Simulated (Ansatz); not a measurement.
PtS2

```yaml
crystal:
  lattice:
    - [3.44013, 0.00000, 0.00000]
    - [-1.72007, 2.97924, 0.00000]
    - [0.00000, 0.00000, 10.71167]
  atoms:
    - { symbol: Pt, position: [0.33333, 0.66667, 0.25000] }
    - { symbol: Pt, position: [0.66667, 0.33333, 0.75000] }
    - { symbol: S, position: [0.66667, 0.33333, 0.38199] }
    - { symbol: S, position: [0.66667, 0.33333, 0.11801] }
    - { symbol: S, position: [0.33333, 0.66667, 0.88199] }
    - { symbol: S, position: [0.33333, 0.66667, 0.61801] }
```

Space group P6₃/mmc; started from the 2H (MoS2) bulk prototype, which need not be the ambient phase.

Method: DFT, r2SCAN+rVV10, plane waves, PAW (Ansatz 0.2.0).

**What can the converged valence pseudo-density and electron localisation function tell about the bonding?**

Pt–S (2.44 Å): ρ is about 0.61 e/Å³ halfway; the ELF peaks at about 0.85 in the valence shell of S, 0.8 Å from its nucleus, and is about 0.40 at the midpoint.

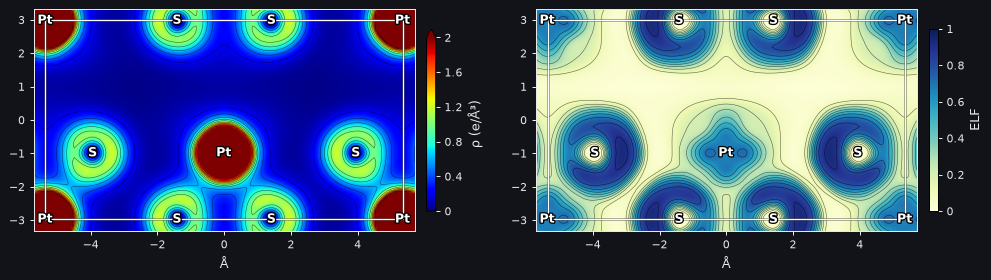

Computed valence pseudo-density and electron localisation function on the (110) plane of the conventional cell, in this order. 
